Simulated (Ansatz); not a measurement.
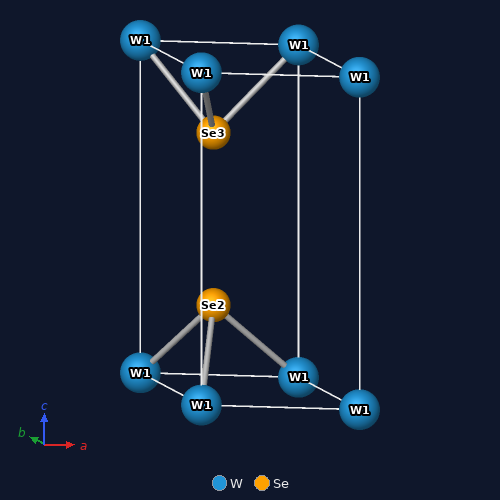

Three computed energy maps of cells of WSe₂. The picture above is the structure of the first map.

Map 1

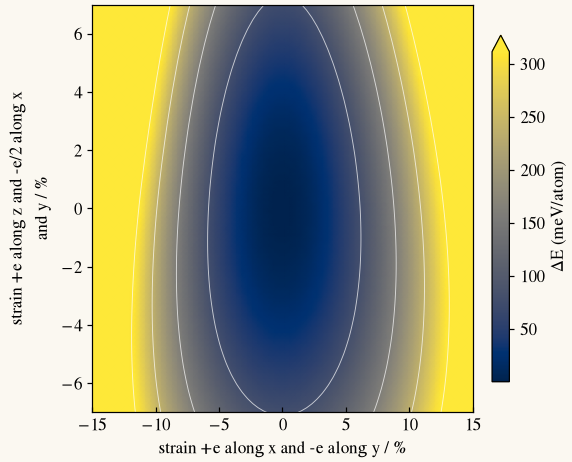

WSe2 (P-6m2, No. 187; 3 atoms in the cell). The energy is mapped over two homogeneous strains (x along [1 0 0], y along [1 2 0], z along [0 0 1] of the conventional cell). First axis: strain +e along x and -e along y. Second axis: strain +e along z and -e/2 along x and y. Nothing is relaxed (fractional coordinates fixed). The grid has 7 × 7 points. Points are written as (first, second). All energies are given in meV/atom relative to the lowest grid point. The band gap closes in part of the range. Level of theory: DFT PBE+D3(BJ), scalar-relativistic, plane waves, PAW in Ansatz 0.2.0. Settings: cutoff 420 eV, k-mesh 9×9×4 in the order of the run's cell vectors, gaussian smearing 0.05 eV, no spin polarisation.

The picture shows a smooth colour map with a few white contour lines, one colour for all values above the top of the scale. Between grid points the surface is interpolated.

Map 2

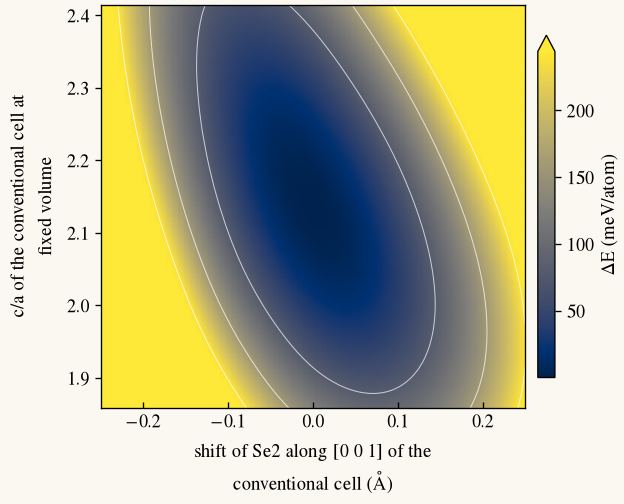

WSe₂ (P-6m2, No. 187; 3 atoms in the cell). 
- The energy is mapped over a free internal coordinate and the cell.
- First axis: shift of Se2 along [0 0 1] of the conventional cell, Cartesian (0 0 1), its symmetry partners moved as symmetry demands (measured in the relaxed cell). Second axis: c/a of the conventional cell at fixed volume.
- Nothing is relaxed (all other coordinates fixed).
- Grid: 7 × 7 points.
- Points are written as (first, second).
- Energies are in meV/atom, from the lowest grid point.
- The band gap closes in part of the range.
- Method: Ansatz 0.2.0, DFT PBE+D3(BJ), scalar-relativistic, plane waves, PAW. Settings: cutoff 420 eV, k-mesh 9×9×4 in the order of the run's cell vectors, gaussian smearing 0.05 eV, no spin polarisation.

Drawn: a smooth colour map with a few white contour lines, one colour for all values above the top of the scale. Between grid points the surface is interpolated.

Map 3

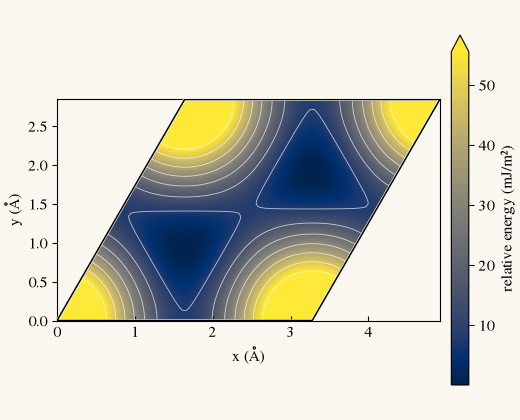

WSe₂ (P-6m2, No. 187; 6 atoms in the cell). 
- Gamma surface: rigid slide across a plane, one fault a cell; the plane is (0 0 1) of the conventional cell, and the faces at the cut hold Se and Se.
- Places are given modulo a cell vector. The map is drawn in real space over the plane of the slide.
- Nothing is relaxed (rigid halves, spacing across the cut fixed).
- Grid: 12 × 12 points; 19 points were computed and 125 follow by symmetry.
- Energies are in mJ/m², from the lowest grid point.
- Theory: Ansatz 0.2.0, DFT PBE+D3(BJ), scalar-relativistic, plane waves, PAW. Settings: cutoff 420 eV, k-mesh 9×9×2 in the order of the run's cell vectors, gaussian smearing 0.05 eV, no spin polarisation.

In the figure: a smooth colour map with a few white contour lines, the outline of one cell of the plane, one colour for all values above the top of the scale. Between grid points the surface is interpolated.

Q: Summarise the maps one by one.

A: Map 1: The lowest grid point is at (0 %, 0.00 %). It is the only kind of minimum in the scanned range. The highest grid point, (−15 %, 7.00 %), lies 789 meV/atom above the lowest. Round the minimum the two coordinates are nearly uncoupled.
Map 2: The lowest grid point is at (0.000 Å, 2.137). It is the only kind of minimum in the scanned range. The highest grid point, (−0.250 Å, 1.859), lies 805 meV/atom above the lowest. Round the minimum the valley is strongly tilted: raising the first coordinate shifts the best value of the second coordinate downwards (coupling k₁₂/√(k₁₁k₂₂) about 0.6).
Map 3: The lowest grid point is at (4/12, 4/12) of the cell vectors; the map holds 2 wells of about this depth. The reference structure, at (0/12, 0/12) of the cell vectors, is a maximum of this map. The highest grid point, (0/12, 0/12) of the cell vectors, lies 80 mJ/m² above the lowest. On the interpolated surface the easiest way out of the lowest well to a well of about the same depth near (8/12, 8/12) of the cell vectors passes a barrier of about 8.3 mJ/m². The gap on the k-mesh is 1.4 eV at the lowest point and runs from 1.3 to 1.4 eV over the map.

Q: Maps 1, 2, 3 start from a relaxed reference structure. Do they show a way to lower its energy?

A: Yes. In map 3 the point (4/12, 4/12) of the cell vectors lies 80 mJ/m² below the reference. Elsewhere the reference is the lowest point.

PAW datasets: the set soft_1.
